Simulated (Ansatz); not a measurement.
Geometry relaxation of Al$_{6}$N (part 1 of 2)

Al$_{6}$N (slab, 14 atoms in the cell), computed with DFT PBE, scalar-relativistic, plane waves, PAW, PAW set soft_1, no spin polarisation (Ansatz 0.2.0).

The structure derives from an entry of the Crystallography Open Database. The input holds or restrains some coordinates. Forces given for the steps count only the free coordinates. Figures and captions count atoms from 1; the log counts them from 0 in places.

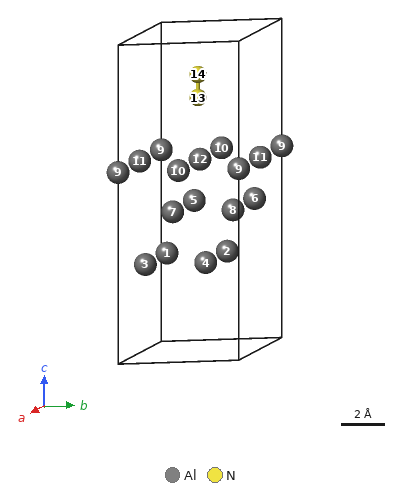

**Figure 1.** The input geometry (ball-and-stick view of the cell of the calculation, with the vacuum cut short, seen slightly off an axis; atoms are numbered from 1 in the order of the input). An atom can appear more than once, as a periodic image.

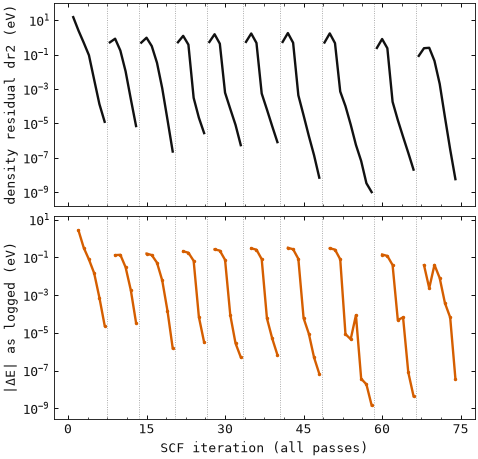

**Figure 2.** Convergence of the self-consistent field: density residual dr2 and size of the energy change against the SCF iteration. The dotted lines part the SCF passes of the relaxation: geometry steps, rejected trials and re-solves on a re-selected basis. The 10 passes take 6 to 10 iterations each, 74 in all.

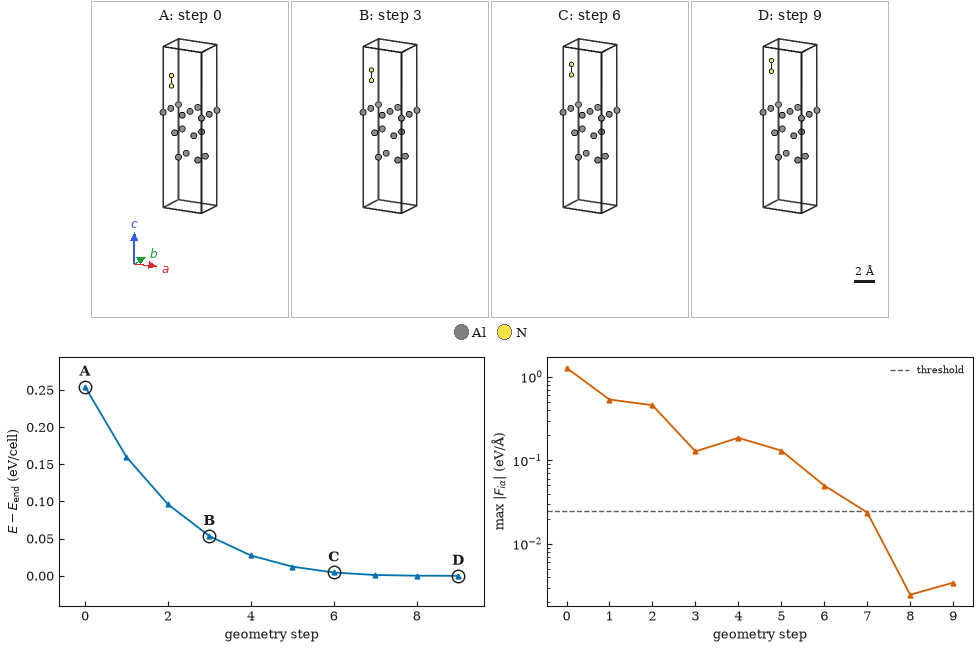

**Figure 3.** Frames of the restrained relaxation (ball-and-stick view of the cell of the calculation, with the vacuum cut short, seen slightly off an axis) above the curves, on which the letters mark them (the first geometry is step 0 here and step 1 in the log).

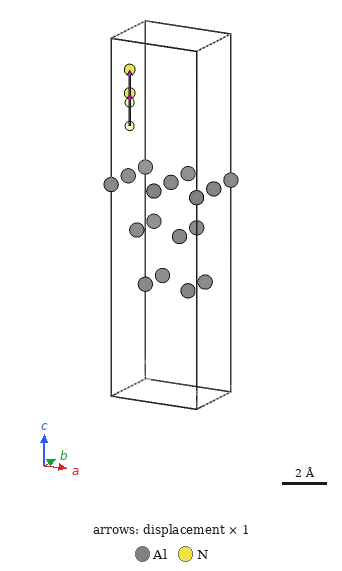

**Figure 4.** Start (faint) and end (solid) with the displacements as pink arrows, at true length (ball-and-stick view of the cell of the calculation, with the vacuum cut short, seen slightly off an axis). The largest moves, 1.54 Å, are those of N13 and N14. Al stays in place. The lattice vectors keep their values. After 9 geometry steps the energy has fallen by 0.254 eV per cell of the calculation. The largest force component goes from 1.3 to 0.0034 eV/Å. (Atoms are counted from 1 in the order of the input.)

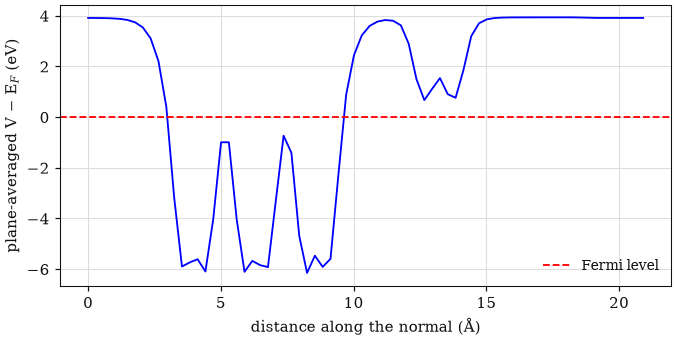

**Figure 5.** Plane average of the electrostatic potential energy of an electron across the cell, from the Fermi level. The vacuum level lies 3.94 eV above the Fermi level on the upper side and 3.92 eV on the lower.

These pictures come from the run below.

## Input
```yaml
crystal:
  lattice:
    - [5.7135165839, 0.0, 0.0]
    - [-2.8567582919, 4.9480505066, 0.0]
    - [0.0, 0.0, 21.2013781942]
  atoms:
    - { symbol: Al, position: [0.3333333333, 0.1666666667, 0.1886669802] }
    - { symbol: Al, position: [0.3333333333, 0.6666666667, 0.1886669802] }
    - { symbol: Al, position: [0.8333333333, 0.1666666667, 0.1886669802] }
    - { symbol: Al, position: [0.8333333333, 0.6666666667, 0.1886669802] }
    - { symbol: Al, position: [0.1666666667, 0.3333333333, 0.2971844467] }
    - { symbol: Al, position: [0.1666666667, 0.8333333333, 0.2971844467] }
    - { symbol: Al, position: [0.6666666667, 0.3333333333, 0.2971844467] }
    - { symbol: Al, position: [0.6666666667, 0.8333333333, 0.2971844467] }
    - { symbol: Al, position: [0.0, 0.0, 0.4056990124] }
    - { symbol: Al, position: [0.0, 0.5, 0.4056990124] }
    - { symbol: Al, position: [0.5, 0.0, 0.4056990124] }
    - { symbol: Al, position: [0.5, 0.5, 0.4056990124] }
    - { symbol: "N", position: [0.0833333333, 0.3333333333, 0.5245592099] }
    - { symbol: "N", position: [0.0833333333, 0.3333333333, 0.5764426294] }
basis:
  ecutwfc: 420
kpoints:
  mp_grid: { grid: [6, 6, 1] }
hamiltonian:
  xc: pbe
  pseudopotentials: { kind: paw, azcp: { folder: soft_1 } }
scf:
  occupations: { method: gaussian, width: 0.1 }
output:
  forces: true
  eigenvalues: true
relax:
  adjacent_minimum: "off"
  f_tol: 0.025
  max_steps: 16
  constraints:
    - { sites: [0, 1, 2, 3, 4, 5, 6, 7, 8, 9, 10, 11] }
    - { sites: [12, 13], fix: xy }
efield:
  axis: 3
  dipole_correction: true
  ramp_width: 0.04
```

Launched with:
```bash
ansatz run input.yaml --threads 1 --pin off --max-ram 3072MiB --backend cpu --events-out ev --progress --plain --runs-dir out
```

## The program's output
```
Engine: ansatz 0.2.0, x86_64-unknown-linux-gnu
Pseudopotentials: kind: paw
Pseudopotential: Al, paw, valence charge 3, recommended cutoff 420 eV (normal), [file]
Pseudopotential: N, paw, valence charge 5, recommended cutoff 420 eV (normal), [file]
Functional definition: PBE
  parameter kappa = 0.804
  parameter beta = 0.06672455060314922
  exchange = pbe_x(kappa = kappa, mu = beta*pi^2/3)
  correlation = pbe_c(beta = beta)
Crystal: 14 atoms, lattice volume = 599.379 Å³
Basis set: ecut = 420 eV, 11807 PW (Γ), exchange–correlation on 80×80×288 points (8 copies of the dense FFT grid, shifted against one another)
Bands: 37, of which v1, the nominal top of the filled ones, is band 23 counted from 1 (22 counted from 0)
Symmetry: 1 space group operations
Space group: P1 (ITA 1), of the structure as read, at distance tolerance 8.4e-5 Å
k-points: 20 of 36 (time reversal used)
Non-local potential: Al, projectors of the file, l = 0: 2, l = 1: 2, l = 2: 1
Non-local potential: N, projectors of the file, l = 0: 2, l = 1: 2, l = 2: 1
PAW form: soft (Blöchl's): semilocal exchange-correlation on the pseudo side does not see the compensation charge
PAW one-centre angular grid: Al, 110 points (default); XC on 64 Gauss nodes
PAW one-centre angular grid: N, 110 points (default); XC on 64 Gauss nodes
Initial density: superposition of atomic densities (neutral atoms: chi_scale 0, normalization atom)
Initial wavefunctions: pseudopotential atomic-orbital guess
Functional: x = pbe(κ = 0.804, μ = 0.2195149727645171), c = pbe(β = 0.06672455060314922)
SCF iter   1: F=—  HF=-7218.091517 eV  |F-HF|=—  |Δ(HF+E_count)|=         —  Δρ=3.03e-2  dr2=1.51e1  ethr=3.10e-3  p=0.000 e·Å  D=2.23e-7 V/Å  ΔV_dip=-0.00 eV  dr2_dipole=1.23e-2  V_vac-E_F(+/−)=6.44/6.44 eV  ⟨swp⟩=7.7  Hψ=4644  notcnv=0  defer=4
efield: sawtooth ramp at fractional position 0.8626 (placed from the atoms, in the widest stretch of the axis that holds none; the zero of the levels goes with the place), width 0.0400; the density the first Hamiltonian is built on has a dipole p = 0.000 e·Å; the dipole correction subtracts the counter field D = 2.23e-7 V/Å, which shifts the + side's vacuum level by -0.00 eV against the − side's; the planar-averaged density in the ramp window peaks in size at 6.9e-6 e/Å³
preconditioner: auto → LDOS  [metal: Δε(μ)=0.083 eV  Ē_g=7.044 eV  σ=0.100 eV  W_gap=0.42  n_scr=66 (ndim 8)  ℏωp=10.1 eV  f_vac=0.470  D(μ)=6.40/eV (n_scr^D=26)  β→1.0]
SCF iter   2: F=—  HF=-7215.415165 eV  |F-HF|=—  |Δ(HF+E_count)|=    2.68e0  Δρ=1.55e-2  dr2=2.51e0  ethr=3.10e-3  p=0.067 e·Å  D=2.02e-2 V/Å  ΔV_dip=-0.43 eV  dr2_dipole=7.22e-4  V_vac-E_F(+/−)=3.17/3.60 eV  ⟨swp⟩=4.7  Hψ=2186  notcnv=0  defer=107
SCF iter   3: F=—  HF=-7215.089654 eV  |F-HF|=—  |Δ(HF+E_count)|=   3.26e-1  Δρ=7.47e-3  dr2=4.98e-1  ethr=3.10e-3  p=-0.057 e·Å  D=-1.73e-2 V/Å  ΔV_dip=0.37 eV  dr2_dipole=1.67e-2  V_vac-E_F(+/−)=4.62/4.25 eV  ⟨swp⟩=3.5  Hψ=1507  notcnv=0  defer=108
SCF iter   4: F=—  HF=-7215.012696 eV  |F-HF|=—  |Δ(HF+E_count)|=   7.70e-2  Δρ=3.07e-3  dr2=9.18e-2  ethr=1.08e-3  p=-0.029 e·Å  D=-8.61e-3 V/Å  ΔV_dip=0.18 eV  dr2_dipole=6.77e-4  V_vac-E_F(+/−)=4.29/4.11 eV  ⟨swp⟩=2.4  Hψ=1436  notcnv=0  defer=106
SCF iter   5: F=—  HF=-7214.998310 eV  |F-HF|=—  |Δ(HF+E_count)|=   1.44e-2  Δρ=4.45e-4  dr2=3.43e-3  ethr=2.00e-4  p=-0.028 e·Å  D=-8.42e-3 V/Å  ΔV_dip=0.18 eV  dr2_dipole=3.16e-4  V_vac-E_F(+/−)=4.19/4.01 eV  ⟨swp⟩=2.0  Hψ=1101  notcnv=0  defer=106
SCF iter   6: F=—  HF=-7214.999033 eV  |F-HF|=—  |Δ(HF+E_count)|=   7.24e-4  Δρ=1.11e-4  dr2=1.32e-4  ethr=7.45e-6  p=-0.023 e·Å  D=-6.89e-3 V/Å  ΔV_dip=0.15 eV  dr2_dipole=1.42e-6  V_vac-E_F(+/−)=4.13/3.98 eV  ⟨swp⟩=2.5  Hψ=1146  notcnv=0  defer=106
SCF iter   7: F=-7214.999053 eV  HF=-7214.999058 eV  |F-HF|=4.53e-6  |Δ(HF+E_count)|=   2.43e-5  Δρ=2.73e-5  dr2=1.24e-5  ethr=3.40e-8  p=-0.022 e·Å  D=-6.77e-3 V/Å  ΔV_dip=0.14 eV  dr2_dipole=8.88e-8  V_vac-E_F(+/−)=4.12/3.98 eV  ⟨swp⟩=30.3  Hψ=6645  notcnv=0
SCF 1 converged in 7 iterations: F = -7214.999053 eV  dr2 = 1.24e-5
  greatest PAW one-centre occupation: 0.858 electrons in one spin orbital (limit 2), on the N atom at site 13 (counted from 0), in its partial waves of l = 0
relax step   1: F+E_penalty+E_count = -7214.99905317 eV  Δ(F+E_penalty+E_count) = +0.000e0 eV  max|allowed force component| = 1.282e0 eV/Å  Δτ_max = 0.0000 Å  (7 SCF iters, dr2 threshold 1.56e-5 eV, accepted)
Initial density: handed on by an earlier stage of this run
Initial wavefunctions: those handed on with the density
iter 1 solved again at ethr=1.10e-3 eV; its pass at ethr=3.10e-3 eV (dr2=5.08e-1 eV) is discarded
SCF iter   1: F=—  HF=-7215.130907 eV  |F-HF|=—  |Δ(HF+E_count)|=         —  Δρ=1.95e-2  dr2=5.16e-1  ethr=1.10e-3  p=-0.022 e·Å  D=-6.77e-3 V/Å  ΔV_dip=0.14 eV  dr2_dipole=2.74e-4  V_vac-E_F(+/−)=4.12/3.97 eV  ⟨swp⟩=1.1  Hψ=3314  notcnv=0  defer=60
efield: sawtooth ramp at fractional position 0.8626 (handed on by an earlier solve), width 0.0400; the density the first Hamiltonian is built on has a dipole p = -0.022 e·Å; the dipole correction subtracts the counter field D = -6.77e-3 V/Å, which shifts the + side's vacuum level by +0.14 eV against the − side's; the planar-averaged density in the ramp window peaks in size at 2.3e-6 e/Å³
preconditioner: auto → LDOS  [metal: Δε(μ)=0.018 eV  Ē_g=6.785 eV  σ=0.100 eV  W_gap=0.10  n_scr=66 (ndim 8)  ℏωp=10.1 eV  f_vac=0.495  D(μ)=7.13/eV (n_scr^D=38)  β→1.0]
SCF iter   2: F=—  HF=-7215.261539 eV  |F-HF|=—  |Δ(HF+E_count)|=   1.31e-1  Δρ=1.16e-2  dr2=8.40e-1  ethr=1.10e-3  p=-0.060 e·Å  D=-1.81e-2 V/Å  ΔV_dip=0.38 eV  dr2_dipole=6.04e-3  V_vac-E_F(+/−)=4.36/3.97 eV  ⟨swp⟩=3.3  Hψ=1487  notcnv=0  defer=62
SCF iter   3: F=—  HF=-7215.125421 eV  |F-HF|=—  |Δ(HF+E_count)|=   1.36e-1  Δρ=5.32e-3  dr2=1.72e-1  ethr=1.10e-3  p=-0.011 e·Å  D=-3.34e-3 V/Å  ΔV_dip=0.07 eV  dr2_dipole=1.70e-3  V_vac-E_F(+/−)=4.04/3.97 eV  ⟨swp⟩=2.3  Hψ=1541  notcnv=0  defer=78
SCF iter   4: F=—  HF=-7215.095435 eV  |F-HF|=—  |Δ(HF+E_count)|=   3.00e-2  Δρ=1.37e-3  dr2=1.07e-2  ethr=3.73e-4  p=-0.017 e·Å  D=-5.28e-3 V/Å  ΔV_dip=0.11 eV  dr2_dipole=2.23e-4  V_vac-E_F(+/−)=4.08/3.96 eV  ⟨swp⟩=2.0  Hψ=1209  notcnv=0  defer=81
SCF iter   5: F=—  HF=-7215.093626 eV  |F-HF|=—  |Δ(HF+E_count)|=   1.81e-3  Δρ=2.09e-4  dr2=2.59e-4  ethr=2.33e-5  p=-0.020 e·Å  D=-5.93e-3 V/Å  ΔV_dip=0.13 eV  dr2_dipole=2.19e-5  V_vac-E_F(+/−)=4.09/3.96 eV  ⟨swp⟩=2.0  Hψ=917  notcnv=0  defer=82
SCF iter   6: F=-7215.093584 eV  HF=-7215.093592 eV  |F-HF|=7.69e-6  |Δ(HF+E_count)|=   3.40e-5  Δρ=2.35e-5  dr2=7.01e-6  ethr=2.17e-7  p=-0.019 e·Å  D=-5.86e-3 V/Å  ΔV_dip=0.12 eV  dr2_dipole=2.22e-6  V_vac-E_F(+/−)=4.09/3.96 eV  ⟨swp⟩=18.5  Hψ=4810  notcnv=0
SCF 2 converged in 6 iterations: F = -7215.093584 eV  dr2 = 7.01e-6
[... from here on the iterations of each SCF are left out, up to the last one ...]
relax step   2: F+E_penalty+E_count = -7215.09358419 eV  Δ(F+E_penalty+E_count) = -9.453e-2 eV  max|allowed force component| = 5.344e-1 eV/Å  Δτ_max = 0.1964 Å  (6 SCF iters, dr2 threshold 1.00e-4 eV, accepted)
efield: sawtooth ramp at fractional position 0.8626 (handed on by an earlier solve), width 0.0400; the density the first Hamiltonian is built on has a dipole p = -0.019 e·Å; the dipole correction subtracts the counter field D = -5.86e-3 V/Å, which shifts the + side's vacuum level by +0.12 eV against the − side's; the planar-averaged density in the ramp window peaks in size at 2.6e-6 e/Å³
preconditioner: auto → LDOS  [metal: Δε(μ)=0.039 eV  Ē_g=6.783 eV  σ=0.100 eV  W_gap=0.21  n_scr=66 (ndim 8)  ℏωp=10.1 eV  f_vac=0.491  D(μ)=6.78/eV (n_scr^D=38)  β→1.0]
SCF 3 converged in 7 iterations: F = -7215.157182 eV  dr2 = 2.31e-7
relax step   3: F+E_penalty+E_count = -7215.15718172 eV  Δ(F+E_penalty+E_count) = -6.360e-2 eV  max|allowed force component| = 4.579e-1 eV/Å  Δτ_max = 0.1912 Å  (7 SCF iters, dr2 threshold 1.79e-5 eV, accepted)
efield: sawtooth ramp at fractional position 0.8626 (handed on by an earlier solve), width 0.0400; the density the first Hamiltonian is built on has a dipole p = -0.014 e·Å; the dipole correction subtracts the counter field D = -4.18e-3 V/Å, which shifts the + side's vacuum level by +0.09 eV against the − side's; the planar-averaged density in the ramp window peaks in size at 2.8e-6 e/Å³
preconditioner: auto → LDOS  [metal: Δε(μ)=0.052 eV  Ē_g=6.785 eV  σ=0.100 eV  W_gap=0.28  n_scr=66 (ndim 8)  ℏωp=10.1 eV  f_vac=0.488  D(μ)=6.55/eV (n_scr^D=38)  β→1.0]
SCF 4 converged in 6 iterations: F = -7215.199925 eV  dr2 = 2.73e-6
relax step   4: F+E_penalty+E_count = -7215.19992533 eV  Δ(F+E_penalty+E_count) = -4.274e-2 eV  max|allowed force component| = 1.281e-1 eV/Å  Δτ_max = 0.1949 Å  (6 SCF iters, dr2 threshold 3.65e-5 eV, accepted)
efield: sawtooth ramp at fractional position 0.8626 (handed on by an earlier solve), width 0.0400; the density the first Hamiltonian is built on has a dipole p = -0.009 e·Å; the dipole correction subtracts the counter field D = -2.78e-3 V/Å, which shifts the + side's vacuum level by +0.06 eV against the − side's; the planar-averaged density in the ramp window peaks in size at 2.1e-6 e/Å³
preconditioner: auto → LDOS  [metal: Δε(μ)=0.059 eV  Ē_g=6.783 eV  σ=0.100 eV  W_gap=0.32  n_scr=66 (ndim 8)  ℏωp=10.1 eV  f_vac=0.485  D(μ)=6.41/eV (n_scr^D=26)  β→1.0]
SCF 5 converged in 7 iterations: F = -7215.226016 eV  dr2 = 5.43e-7
relax step   5: F+E_penalty+E_count = -7215.22601605 eV  Δ(F+E_penalty+E_count) = -2.609e-2 eV  max|allowed force component| = 1.861e-1 eV/Å  Δτ_max = 0.1947 Å  (7 SCF iters, dr2 threshold 1.28e-6 eV, accepted)
efield: sawtooth ramp at fractional position 0.8626 (handed on by an earlier solve), width 0.0400; the density the first Hamiltonian is built on has a dipole p = -0.007 e·Å; the dipole correction subtracts the counter field D = -2.10e-3 V/Å, which shifts the + side's vacuum level by +0.04 eV against the − side's; the planar-averaged density in the ramp window peaks in size at 2.7e-6 e/Å³
preconditioner: auto → LDOS  [metal: Δε(μ)=0.063 eV  Ē_g=6.779 eV  σ=0.100 eV  W_gap=0.34  n_scr=66 (ndim 8)  ℏωp=10.1 eV  f_vac=0.482  D(μ)=6.33/eV (n_scr^D=26)  β→1.0]
SCF 6 converged in 7 iterations: F = -7215.241049 eV  dr2 = 8.14e-7
relax step   6: F+E_penalty+E_count = -7215.24104934 eV  Δ(F+E_penalty+E_count) = -1.503e-2 eV  max|allowed force component| = 1.308e-1 eV/Å  Δτ_max = 0.1948 Å  (7 SCF iters, dr2 threshold 2.71e-6 eV, accepted)
efield: sawtooth ramp at fractional position 0.8626 (handed on by an earlier solve), width 0.0400; the density the first Hamiltonian is built on has a dipole p = -0.006 e·Å; the dipole correction subtracts the counter field D = -1.67e-3 V/Å, which shifts the + side's vacuum level by +0.04 eV against the − side's; the planar-averaged density in the ramp window peaks in size at 2.6e-6 e/Å³
preconditioner: auto → LDOS  [metal: Δε(μ)=0.065 eV  Ē_g=6.776 eV  σ=0.100 eV  W_gap=0.35  n_scr=66 (ndim 8)  ℏωp=10.1 eV  f_vac=0.480  D(μ)=6.28/eV (n_scr^D=26)  β→1.0]
SCF 7 converged in 8 iterations: F = -7215.248886 eV  dr2 = 6.98e-9
relax step   7: F+E_penalty+E_count = -7215.24888573 eV  Δ(F+E_penalty+E_count) = -7.836e-3 eV  max|allowed force component| = 4.996e-2 eV/Å  Δτ_max = 0.1938 Å  (8 SCF iters, dr2 threshold 8.46e-6 eV, accepted)
efield: sawtooth ramp at fractional position 0.8626 (handed on by an earlier solve), width 0.0400; the density the first Hamiltonian is built on has a dipole p = -0.005 e·Å; the dipole correction subtracts the counter field D = -1.41e-3 V/Å, which shifts the + side's vacuum level by +0.03 eV against the − side's; the planar-averaged density in the ramp window peaks in size at 2.1e-6 e/Å³
preconditioner: auto → LDOS  [metal: Δε(μ)=0.067 eV  Ē_g=6.773 eV  σ=0.100 eV  W_gap=0.35  n_scr=66 (ndim 8)  ℏωp=10.1 eV  f_vac=0.478  D(μ)=6.26/eV (n_scr^D=26)  β→1.0]
SCF 8 converged in 10 iterations: F = -7215.252298 eV  dr2 = 1.01e-9
```
